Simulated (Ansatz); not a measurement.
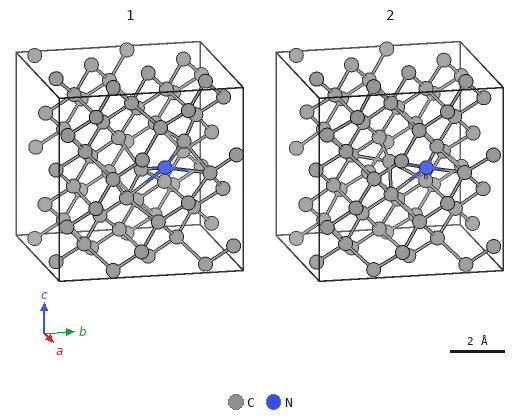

Two geometries of a defect cell of composition C$_{64}$N (cell charge −3), drawn at one scale. One is the start of a relaxation, the other its converged end. The picture is a ball-and-stick view of the cell of the calculation (origin shifted), seen slightly off an axis.

All numbers below come from Ansatz, DFT, PBEsol, PAW, plane waves. (plane-wave cutoff 420 eV; k-point mesh 1 × 1 × 1; mesh shifted by (0.25, 0.25, 0.25); no spin polarisation; atoms relaxed in a fixed cell; force threshold 0.03 eV/Å; at most 80 steps)

### Which geometry has the lower energy?

Structure 1 is the relaxed one. The atoms of the start lie slightly off their symmetric places, so part of the fall in energy undoes that. The largest move is that of a C atom, 0.54 Å along [2 3 −2]. By element the largest moves are C 0.54 Å, N 0.27 Å. The lattice vectors keep their values. Near-neighbour distances that change, for instance: C–C 1.723 → 2.237 Å, C–C 1.003 → 1.485 Å, C–N 1.746 → 2.139 Å, C–N 1.608 → 1.285 Å. Among the angles between lasting bonds that change: C–C–N 62.1° → 99.4°, C–C–C 91.5° → 118.7°, C–C–C 133.1° → 108.0°. Over 9 geometry steps the energy falls by 19.907 eV per cell of the calculation. Largest force component: 47 eV/Å at the start, 0.024 eV/Å at the end. Cost: 30 s on 7 threads of Arm Neoverse-V2, peak memory 0.84 GiB.

Limits of the set-up: the periodic images lie only 7.1 Å apart, so the values are limited by the cell's size; the cell is charged, on a uniform background, and energies carry no finite-size correction.
